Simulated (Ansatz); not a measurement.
A series of calculations on TiSi2

**1. Relaxation**

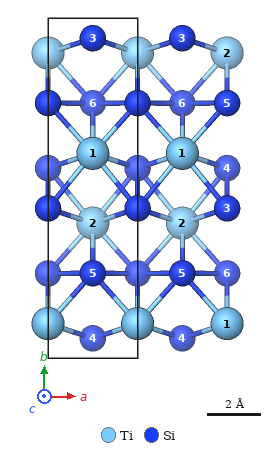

Starting structure of crystalline TiSi2 (set up in Cmcm). Style: ball-and-stick. Shown: the conventional cell (2 times the calculation's cell), repeated 2 × 1 × 1 with one cell outlined, along the c axis. Lengths and directions refer to the drawn axes.

Case: relaxed at 12 GPa.

These are results of DFT r2SCAN, scalar-relativistic, plane waves, PAW in Ansatz 0.2.0, not measurements.

Input
```yaml
crystal:
  lattice:
    - [1.7215615296, -6.5446101376, 0.0]
    - [1.7215615296, 6.5446101376, 0.0]
    - [0.0, 0.0, 3.4811030907]
  atoms:
    - { symbol: Ti, position: [0.8974863604, 0.1025136396, 0.75] }
    - { symbol: Ti, position: [0.1025136396, 0.8974863604, 0.25] }
    - { symbol: Si, position: [0.5591393548, 0.4408606452, 0.75] }
    - { symbol: Si, position: [0.4408606452, 0.5591393548, 0.25] }
    - { symbol: Si, position: [0.2497283268, 0.7502716732, 0.75] }
    - { symbol: Si, position: [0.7502716732, 0.2497283268, 0.25] }
basis:
  ecutwfc: 500
kpoints:
  mp_grid: { grid: [10, 10, 10] }
hamiltonian:
  xc: r2scan
scf:
  occupations: { method: gaussian, width: 0.1 }
output:
  forces: true
  stress: true
  eigenvalues: true
relax:
  adjacent_minimum: "off"
  f_tol: 0.008
  max_steps: 50
  cell: { stress_tol: 0.08, p_target: 12.0 }
```

Command:
```bash
ansatz run input.yaml --threads 1 --pin off --max-ram 2560MiB --backend cpu --events-out ev --progress --plain --runs-dir out
```

**Predict the outcome.**

The largest moves relative to the cell, 0.019 Å, are those of Si3 and Si4. Si4 goes along +b. Largest moves by element: Si 0.019 Å, Ti 0.013 Å. The drawn cell changes as follows: a 3.443 → 3.459 Å (+0.5 %), b 13.089 → 12.991 Å (−0.8 %), c 3.481 → 3.499 Å (+0.5 %); the volume changes by +0.2 %. Some distances before and after: Ti1–Ti2 3.199 → 3.164 Å, Si3–Si4 2.329 → 2.354 Å, Si5–Si6 2.448 → 2.460 Å, Ti1–Si5 2.589 → 2.595 Å. The space group stays Cmcm (No. 63). Over 3 accepted moves (5 points after the start) the energy falls by 3.9 meV per atom. With the target pressure of 12 GPa, the enthalpy E + pV changes by −1.9 meV per atom. Largest force component: 0.22 eV/Å at the start, 0.0038 eV/Å at the end. The pressure goes from 13.25 to 11.99 GPa. The line search rejected the trial step at point 3 of the run. At 1 point the geometry stayed and the basis and grid were re-selected for the new cell (energy shift of less than 0.05 meV per atom at most each time). The run took 4.5 min on 1 thread of Intel(R) Xeon(R) Platinum 8488C (Sapphire Rapids), with other jobs on the host, peak memory 1 GiB.

**2. Relaxation**

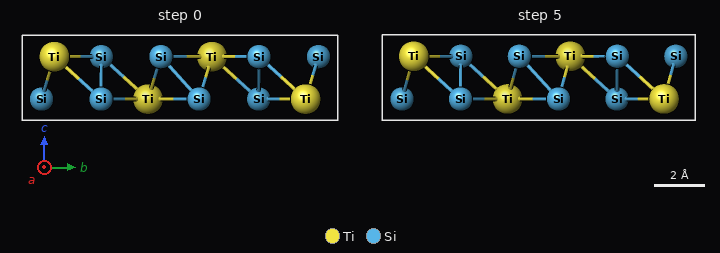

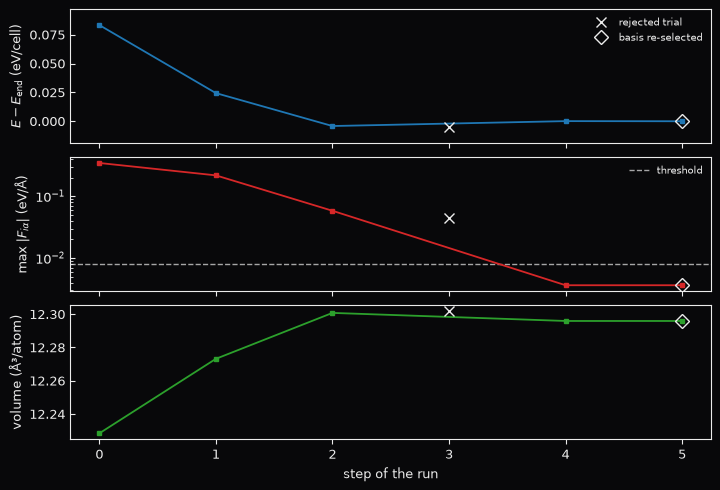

First and last geometry of a relaxation of solid TiSi$_{2}$ (set up in Cmcm), with the history of the run. A ball-and-stick model of the conventional cell (2 times the calculation's cell), seen along the a axis. Lengths and directions refer to the drawn axes.

Case: relaxed at 25 GPa.

Theory: DFT r2SCAN, scalar-relativistic, plane waves, PAW (Ansatz 0.2.0). Settings: plane-wave cutoff 500 eV; k-point mesh 12 × 12 × 10; occupations gaussian; smearing width 0.1 eV; target pressure 25 GPa; no spin polarisation; cell and atoms relaxed; force threshold 0.008 eV/Å; at most 50 steps.

> Did the run converge, and what did it change?

It converged. The energy falls by 83.4 meV per cell of the calculation in 3 accepted moves (5 points after the start). With the target pressure of 25 GPa, the enthalpy E + pV changes by −20.2 meV per cell of the calculation. The largest force component goes from 0.35 to 0.0036 eV/Å. Pressure: 27.44 GPa at the start and 24.99 GPa at the end. The line search rejected the trial step at point 3 of the run. At 1 point the geometry stayed and the basis and grid were re-selected for the new cell (energy shift of 0.1 meV per cell of the calculation at most each time). The largest moves relative to the cell, 0.024 Å, are those of Si atoms. Largest moves by element: Si 0.024 Å, Ti 0.014 Å. The volume changes by +0.6 %, with a 3.380 → 3.402 Å (+0.6 %), b 12.696 → 12.609 Å (−0.7 %), c 3.419 → 3.440 Å (+0.6 %). Among the contacts that change: Si–Si 2.301 → 2.334 Å, Ti–Ti 3.092 → 3.059 Å, Si–Si 2.404 → 2.419 Å, Si–Ti 2.542 → 2.548 Å. The space group stays Cmcm (No. 63). The run took 5 min on 1 thread of Intel(R) Xeon(R) Platinum 8488C (Sapphire Rapids), on a shared host, peak memory 1.1 GiB.

**3. A change**

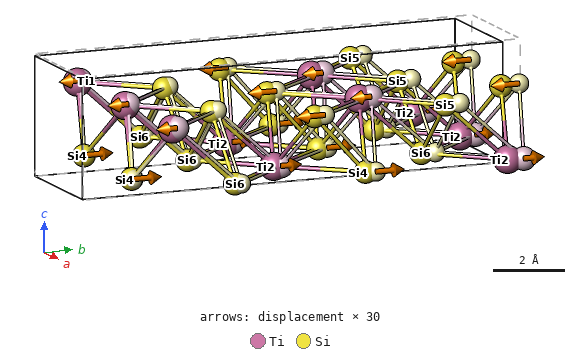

Solid TiSi$_{2}$ (set up in Cmcm), drawn pale, and a changed version of it, drawn solid. The orange arrows show how the atoms are displaced (without the part that the change of the cell carries along), magnified 30 times. Style: ball-and-stick. Shown: the conventional cell (2 times the calculation's cell), repeated 2 × 1 × 1 with one cell outlined, slightly off an axis. Lengths and directions refer to the drawn axes.

All numbers below come from DFT r2SCAN, scalar-relativistic, plane waves, PAW in Ansatz 0.2.0. (plane-wave cutoff 500 eV; k-point mesh 10 × 10 × 10; occupations gaussian; smearing width 0.1 eV; no spin polarisation)

Q: What was done to the structure, and with what result?

A: The crystal is put under a hydrostatic pressure of 12 GPa. Cell and atoms are relaxed at that pressure. It costs 37.1 meV per atom. Pressure: 0.0 GPa before, 12.0 GPa after. Cell: a 3.528 → 3.459 Å (−2.0 %), b 13.511 → 12.991 Å (−3.8 %), c 3.565 → 3.499 Å (−1.9 %). Volume −7.5 %. The largest moves relative to the cell, 0.030 Å, are those of Si atoms. By element the largest moves are Si 0.030 Å, Ti 0.022 Å. Near-neighbour distances before and after: Si–Ti 2.806 → 2.725 Å, Si–Ti 2.661 → 2.595 to 2.601 Å, Si–Ti 2.580 → 2.516 Å, Si–Si 2.508 → 2.460 Å. The space group stays Cmcm (No. 63).

**4. Series**

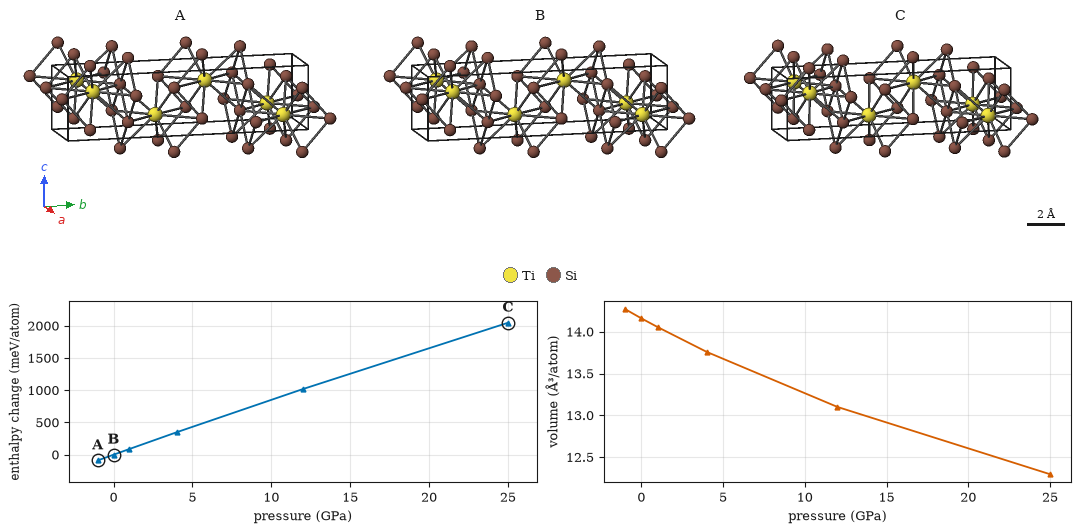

Members of a series of calculations on crystalline TiSi₂ (set up in Cmcm), marked on the first curve. Style: ball-and-stick. Shown: the conventional cell (2 times the calculation's cell), slightly off an axis. Lengths and directions refer to the drawn axes.

Level of theory: Ansatz, DFT r2SCAN, scalar-relativistic, plane waves, PAW. Settings: plane-wave cutoff 500 eV; occupations gaussian; smearing width 0.1 eV; no spin polarisation. The k-mesh is chosen for each cell (10×10×10, 12×12×10).

Q: How does the crystal respond to pressure?

A: The structure is relaxed at several pressures. A (pressure −1.0 GPa): enthalpy change −88.7 meV/atom, volume 14.27 Å³ per atom. B (pressure 0.0 GPa): enthalpy change 0.0 meV/atom, volume 14.16 Å³ per atom. C (pressure 25.0 GPa): enthalpy change 2047 meV/atom, volume 12.30 Å³ per atom. The rest compares A with C. The drawn cell changes as follows: a 3.535 → 3.402 Å (−3.8 %), b 13.566 → 12.609 Å (−7.1 %), c 3.571 → 3.440 Å (−3.7 %); the volume changes by −13.8 %. Near-neighbour distances before and after: Si–Ti 2.815 → 2.667 Å, Si–Ti 2.667 → 2.546 Å, Si–Ti 2.586 → 2.465 Å.
